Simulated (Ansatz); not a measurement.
# Formation energy and levels of the substitutional impurity Nb_Mg in MgO (Fm-3m)

Aim: at which Fermi levels does Nb_Mg in MgO (Fm-3m) change its charge? The model is a cell of 54 host atoms with 1 Mg taken out and 1 Nb put in.

Main program and level: Ansatz 0.2.0; place-levels on r2SCAN runs: charge-transition levels and formation energies with image-charge correction and potential alignment at the atomic sites; PAW set soft_1.

Experimental background.

For MgO, rocksalt (bulk crystal), “Electronic structure of alkaline earth and post-transition metal oxides” (2009, arxiv:0908.1581) quotes earlier work: band gap (literature experimental gap) 7.83 eV [Literature value based on experiment; other listed experimental values range from 7.7 to …].

Most raw output is cut from this account.

## (1) The structure

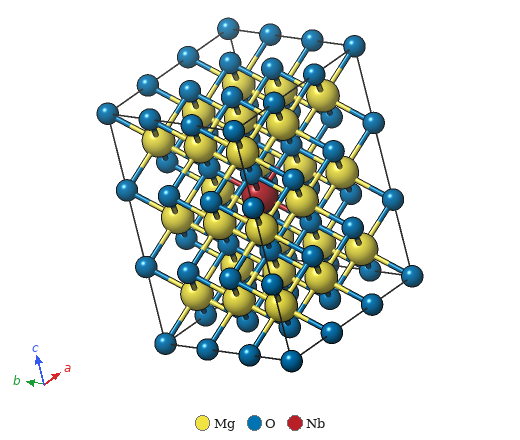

Start, viewed slightly off an axis; magnesium yellow, oxygen blue, niobium red. Bonds to atoms that aren't drawn are left out. Some periodic images of atoms are drawn too.

The cell holds 54 atoms: 26 Mg, 27 O and 1 Nb. Cell: a = 8.925 Å, b = 8.925 Å, c = 8.925 Å, α = 60.0°, β = 60.0°, γ = 60.0°. It derives from MgO (space group Fm-3m). Nearest the centre at fractional (0.667, 0.667, 0.333): Nb51 at 0.00 Å, O28 at 2.10 Å, O32 at 2.10 Å, O44 at 2.10 Å, O50 at 2.10 Å, O46 at 2.10 Å, O34 at 2.10 Å, Mg35 at 2.98 Å.

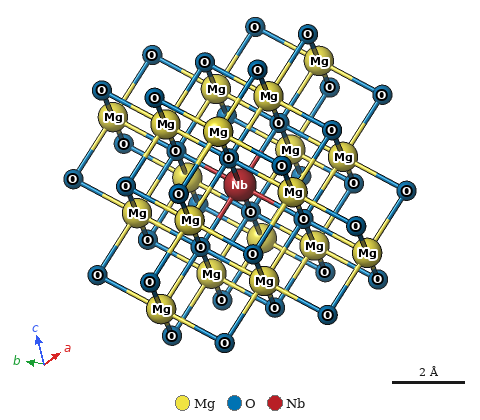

The atoms within 5 Å of the centre.

Known beforehand: the electronic dielectric constant, 3.24, and the static one, 10.37, from a response run on this crystal (DFPT, PBEsol) at that run's own cell.

The cell's shortest repeat is 8.9 Å.

## (2) What was run first

Levels follow from differences of total energies between charge states, each relaxed by itself.

Random displacements of about 0.05 Å break the site symmetry at the start, so that the relaxation can reach a distorted minimum if there is one. Forces are taken at one point at (¼, ¼, ¼). The cell holds 1 electron more than the neutral one, with a uniform background that keeps it neutral on the whole.

The sampling was tested on the host first: at the k-points planned (1x1x1 shifted 0.25 0.25 0.25) its energy lies 0.020 eV an atom from the dense-mesh value, under the bound of 0.02 eV set for this test; that bounds the host's error, not the defect's.

One state's input; the others differ in charge, spin, start and seed, and in occupations where the table says so.

qm1.relax/input.yaml reads:

```yaml
crystal:
  lattice:
    - [0.0, 6.31124291, 6.31124291]
    - [6.31124291, 0.0, 6.31124291]
    - [6.31124291, 6.31124291, 0.0]
  atoms:
    - { symbol: Mg, position: [0.0, 0.0, 0.0] }
    - { symbol: O, position: [0.16666667, 0.16666667, 0.16666667] }
[... 6 atom lines left out ...]
    - { symbol: Mg, position: [0.0, 0.33333333, 0.33333333] }
[... 3 atom lines left out ...]
    - { symbol: Mg, position: [0.0, 0.66666667, 0.0] }
[... 1 atom line left out ...]
    - { symbol: Mg, position: [0.0, 0.66666667, 0.33333333] }
[... 5 atom lines left out ...]
    - { symbol: Mg, position: [0.33333333, 0.0, 0.33333333] }
[... 6 atom lines left out ...]
    - { symbol: O, position: [0.5, 0.5, 0.5] }
[... 1 atom line left out ...]
    - { symbol: O, position: [0.5, 0.5, 0.83333333] }
[... 1 atom line left out ...]
    - { symbol: O, position: [0.5, 0.83333333, 0.16666667] }
    - { symbol: Mg, position: [0.33333333, 0.66666667, 0.33333333] }
    - { symbol: O, position: [0.5, 0.83333333, 0.5] }
    - { symbol: Mg, position: [0.33333333, 0.66666667, 0.66666667] }
[... 1 atom line left out ...]
    - { symbol: Mg, position: [0.66666667, 0.0, 0.0] }
[... 1 atom line left out ...]
    - { symbol: Mg, position: [0.66666667, 0.0, 0.33333333] }
[... 4 atom lines left out ...]
    - { symbol: O, position: [0.83333333, 0.5, 0.16666667] }
    - { symbol: Mg, position: [0.66666667, 0.33333333, 0.33333333] }
    - { symbol: O, position: [0.83333333, 0.5, 0.5] }
    - { symbol: Mg, position: [0.66666667, 0.33333333, 0.66666667] }
[... 1 atom line left out ...]
    - { symbol: Mg, position: [0.66666667, 0.66666667, 0.0] }
    - { symbol: O, position: [0.83333333, 0.83333333, 0.16666667] }
    - { symbol: Nb, position: [0.66666667, 0.66666667, 0.33333333] }
[... 1 atom line left out ...]
    - { symbol: Mg, position: [0.66666667, 0.66666667, 0.66666667] }
    - { symbol: O, position: [0.83333333, 0.83333333, 0.83333333] }
  host:
    repeats: [3, 3, 3]
    atoms:
      - { symbol: Mg, position: [0.0, 0.0, 0.0] }
      - { symbol: O, position: [0.5, 0.5, 0.5] }
total_charge: -1
basis:
  ecutwfc: 500
  xc_grid: 2
hamiltonian:
  xc: r2scan
  pseudopotentials: { kind: paw, azcp: { folder: soft_1 } }
kpoints:
  mp_grid: { grid: [1, 1, 1], shift: [0.25, 0.25, 0.25] }
scf:
  occupations: { method: fixed }
  max_iter: 80
output:
  forces: true
  charged_corrections:
    epsilon: 3.24
    static_epsilon: 10.37
    defect_position: [0.666667, 0.666667, 0.333333]
relax:
  f_tol: 0.02
  max_steps: 80
  random_displacement: { amplitude: 0.05, seed: 6482 }
checkpoint:
  write: "../qm1.relax.run"
  compress: false
  write_wavefunctions: true
  write_every: 100000
```

Run with:

```sh
$ ansatz run input.yaml --threads 4 --pin off --max-ram 15073MiB --backend cpu --events-out ev --progress --plain --runs-dir out
```

The relaxed structure is kept and the sampling changed to a 2×2×2 shifted mesh.

The run of this state that the levels use, under r2SCAN:

qm1.point/input.yaml reads:

```yaml
crystal:
  checkpoint: "../qm1.relax.run"
  host: checkpoint
total_charge: -1
basis:
  ecutwfc: 500
  xc_grid: 2
hamiltonian:
  xc: r2scan
  pseudopotentials: { kind: paw, azcp: { folder: soft_1 } }
kpoints:
  mp_grid: { grid: [2, 2, 2], shift: [0.5, 0.5, 0.5] }
scf:
  occupations: { method: fermi_dirac, width: 0.01 }
  max_iter: 80
output:
  forces: true
  eigenvalues: true
  charged_corrections:
    epsilon: 3.24
    static_epsilon: 10.37
    defect_position: [0.666667, 0.666667, 0.333333]
  eigenstates: { localisation: true }
  populations: true
  band_densities: [{ bands: [v1, v1] }, { bands: [c1, c1] }]
  write_density: true
  write_potential: true
  volumetric_format: npy
checkpoint:
  read: "../qm1.relax.run"
  write: "../qm1.point.run"
  compress: false
  write_wavefunctions: false
  write_every: 100000
```

Relaxations under r2SCAN at one point at (¼, ¼, ¼); times on 4 threads of Arm Neoverse V1, shared host:

| charge | moment (μB) | occupations | outcome | steps | largest displacement against the far atoms (Å) | time |
| --- | --- | --- | --- | --- | --- | --- |
| −1 | 0 | fixed | converged | 7 | 0.24 | 2.9 min |
| −1 | 4 | fixed | converged | 5 | 0.11 | 2.3 min |
| −1 | 2 | fixed | converged | 6 | 0.11 | 2.9 min |
| 0 | 1 | fixed | converged | 8 | 0.11 | 4.9 min |
| 0 | 3 | fixed | converged | 5 | 0.10 | 2.4 min |
| +1 | 0 | fixed | converged | 9 | 0.09 | 3.5 min |
| +1 | 2 | fixed | converged | 7 | 0.08 | 3.9 min |
| +2 | 1 | fixed | converged | 8 | 0.10 | 4.2 min |

Single points under r2SCAN at a 2×2×2 shifted mesh; times on 4 threads of Arm Neoverse V1, shared host:

| charge | moment (μB) | occupations | outcome | time |
| --- | --- | --- | --- | --- |
| −1 | 0 | fermi-dirac | converged | 77 s |
| −1 | 4 | fermi-dirac | converged | 2.7 min |
| −1 | 2 | fermi-dirac | converged | 3.5 min |
| 0 | 1 | fermi-dirac | converged | 2.5 min |
| 0 | 3 | fermi-dirac | converged | 2.4 min |
| +1 | 0 | fermi-dirac | converged | 60 s |
| +1 | 2 | fermi-dirac | converged | 3.1 min |
| +2 | 1 | fermi-dirac | converged | 3.3 min |

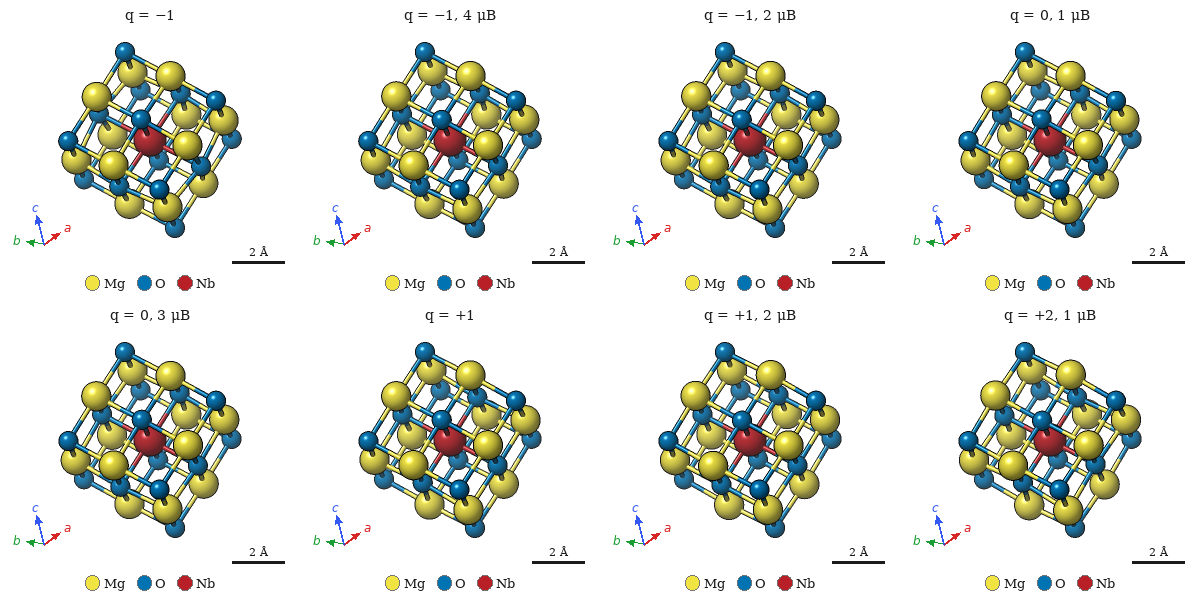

The structures near the centre after relaxation with r2SCAN, by charge.

Distances (Å) from Nb51 to the nearest atoms after relaxation with r2SCAN:

| charge | moment (μB) | 1. | 2. | 3. | 4. | 5. | 6. |
| --- | --- | --- | --- | --- | --- | --- | --- |
| −1 | 0 | O 2.22 | O 2.22 | O 2.22 | O 2.22 | O 2.34 | O 2.34 |
| −1 | 4 | O 2.21 | O 2.21 | O 2.21 | O 2.21 | O 2.21 | O 2.21 |
| −1 | 2 | O 2.21 | O 2.21 | O 2.21 | O 2.21 | O 2.21 | O 2.21 |
| 0 | 1 | O 2.21 | O 2.21 | O 2.21 | O 2.21 | O 2.21 | O 2.21 |
| 0 | 3 | O 2.21 | O 2.21 | O 2.21 | O 2.21 | O 2.21 | O 2.21 |
| +1 | 0 | O 2.02 | O 2.02 | O 2.19 | O 2.19 | O 2.19 | O 2.19 |
| +1 | 2 | O 2.11 | O 2.11 | O 2.11 | O 2.11 | O 2.18 | O 2.18 |
| +2 | 1 | O 2.00 | O 2.00 | O 2.10 | O 2.10 | O 2.10 | O 2.10 |

## (3) place-levels, r2SCAN

A charged cell interacts with its images and the background, and its potential has another zero than the host's. place-levels removes the first by a point-charge model, screened by the static dielectric constant since the ions have relaxed around the charge, and the second by comparing potentials at atoms far from the defect.

The host is a run of the defect-free crystal in the same cutoffs, grids and k-points, so that basis and sampling errors cancel in part in the differences. The host is run in a cell of 2 atoms on a matching mesh. Its band edges are searched through the zone by a band path, so the gap is smaller than, or equal to, that on the mesh. Chemical potentials are energies per atom of Mg (hcp) and Nb (bcc), run with the same functional and cutoff.

levels.point.yaml reads:

```yaml
host:
  run: host.point.run
states: [qm1.point.run, qm1_M4.point.run, qm1_M2.point.run, q0_M1.point.run, q0_M3.point.run, qp1.point.run, qp1_M2.point.run, qp2_M1.point.run]
geometry_from:
  qm1.point.run: qm1.relax.run
  qm1_M4.point.run: qm1_M4.relax.run
  qm1_M2.point.run: qm1_M2.relax.run
  q0_M1.point.run: q0_M1.relax.run
  q0_M3.point.run: q0_M3.relax.run
  qp1.point.run: qp1.relax.run
  qp1_M2.point.run: qp1_M2.relax.run
  qp2_M1.point.run: qp2_M1.relax.run
chemical_potentials:
  Mg:
    energy: -1926.407918
    dataset: "<sha256 of the dataset>"
  Nb:
    energy: -4563.656891
    dataset: "<sha256 of the dataset>"
epsilon: 3.24
static_epsilon: 10.37
vertical:
  - { from: qm1.point.run, to: qm1.point_neutral.run }
  - { from: qm1_M4.point.run, to: qm1_M4.point_neutral.run }
  - { from: qm1_M2.point.run, to: qm1_M2.point_neutral.run }
  - { from: qp1.point.run, to: qp1.point_neutral.run }
  - { from: qp1_M2.point.run, to: qp1_M2.point_neutral.run }
  - { from: qp2_M1.point.run, to: qp2_M1.point_neutral.run }
```

Run with:

```sh
$ ansatz place-levels levels.point.yaml -- --threads 4 --pin off --max-ram 15073MiB
```

It took 0.99 s on 4 threads of Arm Neoverse V1, shared host.

Levels between the charges placed, in eV above the valence top:

|  | gap (eV) | (+2/+1) | (+1/0) | (0/−1) |
| --- | --- | --- | --- | --- |
| r2SCAN | 5.68 | 2.84 | 3.88 | 5.72 |

Corrections by state:

| charge | moment (μB) | image terms and alignment (eV) | band filling (eV) | ε used | over the lowest of its charge, as the program ranks them, band filling apart (eV) |
| --- | --- | --- | --- | --- | --- |
| +2 | 1.0 | 1.855 | - | 10.37 | 0.000 |
| +1 | 2.0 | 0.668 | - | 10.37 | 0.000 |
| 0 | 3.0 | 0.000 | - | - | 0.000 |
| −1 | 4.0 | -0.234 | -1.143 | 10.37 | 0.000 |
| +1 | 0.0 | 0.669 | - | 10.37 | 1.035 |
| 0 | 1.0 | 0.000 | - | - | 0.649 |
| −1 | 2.0 | -0.070 | - | 10.37 | 0.048 |
| −1 | 0.0 | -0.155 | - | 10.37 | 0.639 |

The charged structures listed were also run neutral, and place-levels reads from each pair, by the potential or the spins, how wide the charge is by which they differ; that can be the carrier of either run.

| charge | rms radius (Å) | spread where it is widest against the cell (Å) | wide from (Å) | reading |
| --- | --- | --- | --- | --- |
| +2 | 2.0 | 1.18 | 1.26 | narrow |
| +1 | 1.5 | 0.86 | 1.26 | narrow |
| −1 | 4.3 | 2.51 | 1.26 | wide |

The neutral runs of these pairs need not share the spin of the lowest neutral state, and very wide values only mean spread over the cell.

From the program's caveats on the states, each cut to its opening words:

- charge +2 (1 μB): it parts from the run that its charge is read beside by 2 carriers, of which the mean alone is read, by its potential at epsilon 3.24, taken for that of held [...]
- charge +2 (1 μB), +1 (2 μB), 0 (3 μB), −1 (4 μB), +1, 0 (1 μB), −1 (2 μB), −1: its alignment with the host at atomic sites is doubtful: the cell is too small to show whether the defect's potential has decayed: take a larger one
- charge +2 (1 μB), +1 (2 μB), 0 (3 μB), −1 (4 μB), 0 (1 μB), −1 (2 μB): flagged: stability check not made
- charge −1 (4 μB): it parts from the run at its places by a charge that spreads by about 2.5 Å along one vector (1.3 Å or more is wide), by its potential at epsilon 3.24, taken [...]
- charge −1 (4 μB): a band-filling correction moves a carrier to the host's band edge, which changes its energy by -1.143 eV
- charge −1 (4 μB): its moments are held at its close (magnetization.spin_locking), by a field of 0.354 eV a Bohr magneton, and its energy and levels are of the state that this [...]
- charge −1 (2 μB): the host's ions (past the first shell or, of a walk that freed a part, those that it held) aren't shown at rest: they stand up to 0.020 Å off their sites, 0.48 [...]
- charge −1 (2 μB): its moments are held at its close (magnetization.spin_locking), by a field of 0.386 eV a Bohr magneton, and its energy and levels are of the state that this [...]

The host's formation energy from the elements is -2.963 eV per atom; it sets how far the chemical potentials can move.

Limit set by the element alone; other compounds of these elements are not counted. Chemical potentials from the elements' reference states: Mg 0.00 eV, O -5.93 eV, Nb 0.00 eV. Formation energies (Mg-rich), with the Fermi level at the valence top and at the conduction bottom (gap 5.68 eV):

| charge | at valence top (eV) | at conduction bottom (eV) | correction included (eV) |
| --- | --- | --- | --- |
| +2 | -2.26 | 9.10 | 1.86 |
| +1 | 0.59 | 6.27 | 0.67 |
| 0 | 4.47 | 4.47 | 0.00 |
| −1 | 10.19 | 4.51 | -1.38 |

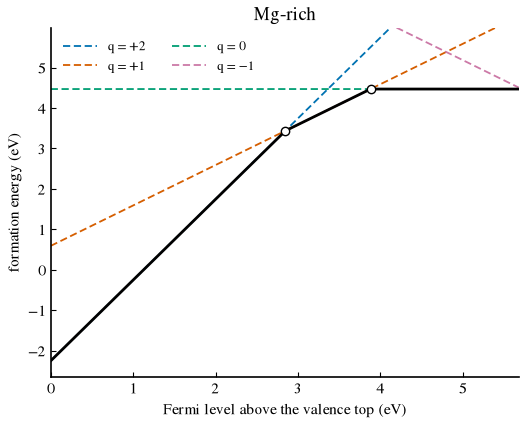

Formation energy against Fermi level; the thick line follows the lowest charge state and circles mark the transition levels.

Limit set by the element alone; other compounds of these elements are not counted. Chemical potentials from the elements' reference states: O 0.00 eV, Mg -5.93 eV, Nb 0.00 eV. Formation energies (O-rich), with the Fermi level at the valence top and at the conduction bottom (gap 5.68 eV):

| charge | at valence top (eV) | at conduction bottom (eV) | correction included (eV) |
| --- | --- | --- | --- |
| +2 | -8.18 | 3.18 | 1.86 |
| +1 | -5.34 | 0.34 | 0.67 |
| 0 | -1.46 | -1.46 | 0.00 |
| −1 | 4.26 | -1.42 | -1.38 |

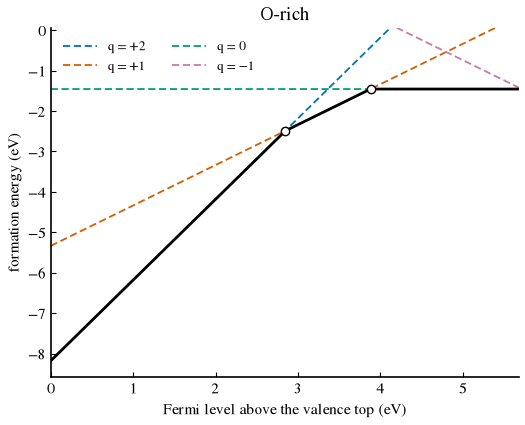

Formation energy against Fermi level; the thick line follows the lowest charge state and circles mark the transition levels.

## (4) The same at the relaxations' own k-points

The relaxations' own energies give the levels at their sampling, for comparison.

levels.relax_mesh.yaml reads:

```yaml
host:
  run: host.relax.run
states: [qm1.relax.run, qm1_M4.relax.run, qm1_M2.relax.run, q0_M1.relax.run, q0_M3.relax.run, qp1.relax.run, qp1_M2.relax.run, qp2_M1.relax.run]
chemical_potentials:
  Mg:
    energy: -1926.407918
    dataset: "<sha256 of the dataset>"
  Nb:
    energy: -4563.656891
    dataset: "<sha256 of the dataset>"
```

Run with:

```sh
$ ansatz place-levels levels.relax_mesh.yaml -- --threads 4 --pin off --max-ram 15073MiB
```

Wall time 0.26 s (4 threads).

Levels between neighbouring charges, in eV above the valence top:

|  | gap (eV) | (+2/+1) | (+1/0) | (0/−1) |
| --- | --- | --- | --- | --- |
| one point at (¼, ¼, ¼) | 5.66 | 2.81 | 3.83 | 5.70 |
| a 2×2×2 shifted mesh | 5.68 | 2.84 | 3.88 | 5.72 |

Going from one point at (¼, ¼, ¼) to a 2×2×2 shifted mesh moves the levels that carry no band-filling term by up to 0.05 eV and formation energies against the elements by up to 0.13 eV; band-filling terms, which differ between samplings, are in these energies.

## (5) What came out

| Quantity | Value |
| --- | --- |
| gap of the host | 5.68 eV (r2SCAN) |
| level (plus 2/plus 1) | 2.84 eV above the valence top |
| level (plus 1/0) | 3.88 eV above the valence top |
| level (0/minus 1) | 5.72 eV above the valence top, past the conduction bottom (6.86 eV above the valence top without the band-filling term) |
| lowest of the charges placed, just above the valence top (0.02 eV) | +2 |
| lowest of the charges placed, just below the conduction bottom (0.02 eV) | 0 |
| lowest formation energy at mid-gap of the charges run, Mg-rich | 3.42 eV |
| lowest formation energy at mid-gap of the charges run, O-rich | -2.50 eV |

What this shows: Of the charges placed (−1, 0, +1 and +2), the lowest changes at 2.84 eV (+2/+1) and 3.88 eV (+1/0) above the valence top, in a gap of 5.68 eV. Charges above +2 were not placed, so these runs say nothing of levels that involve them. States placed: +2 at 1 μB; +1 at 2 μB and 0 μB; 0 at 3 μB and 1 μB; −1 at 4 μB, 2 μB and 0 μB. Other spin states or structures, where not listed, weren't placed. The program finds carriers beyond a band edge of the host and adds a band-filling term at charge −1 (-1.14 eV); steps to such a charge show no bound level, and a defect level inside a band would be read the same way. Corrections reach 1.9 eV, so the cell is small for these charges and their levels are rough. Nb is taken at its element; compounds, which aren't counted here, bound the chemical potentials and would shift these formation energies. The lowest formation energy (O-rich) is negative across the gap, so the defect would form by itself: these chemical potentials lie beyond what competing compounds allow, or the host is unstable against it. Going from one point at (¼, ¼, ¼) to a 2×2×2 shifted mesh moves the levels that carry no band-filling term by up to 0.05 eV and formation energies against the elements by up to 0.13 eV; band-filling terms, which differ between samplings, are in these energies. The program doubts the alignment of potentials for at least one state, a sign that the cell is small. What this leaves open: the images are only 8.9 Å apart; r2SCAN makes the gap too small and tends to spread out bound carriers; where a gas molecule sets a chemical potential or the host's formation energy, its binding is uncorrected; force components of up to 1.26 eV/Å remain in a run at the final settings.

Comparison with the measured values:

| quantity | measured | r2SCAN |
| --- | --- | --- |
| band gap (least gap of the host) (eV) | 7.83 | 5.68 (-2.15 eV) |

Measured values from arxiv:0908.1581 (2009).

Verdict: The band gap is off by -2.15 eV: a clear miss. Local and semilocal functionals usually give gaps below the measured ones. Zero-point and thermal motion shift the measured gap.

[Logs are printed without paths, hosts, clocks, repeated set-up lines and the standing remarks that a program may print on its own settings, such as how far it seeks lower states.]

[Hosts, paths, dates, database ids (printed as entryN), source tags and the programs' standing remarks are cut or masked in the printed files.]

[Where a table of states has a column of steps, it counts the stored structures, which are thinned; the runs took as many ionic steps or more.]

[A defect's name tells the site on which it was built; relaxed atoms can leave that site.]

[For some hosts the program warned that the k-mesh of the response run may be too coarse for force constants and the static dielectric constant; such warnings are not shown here.]
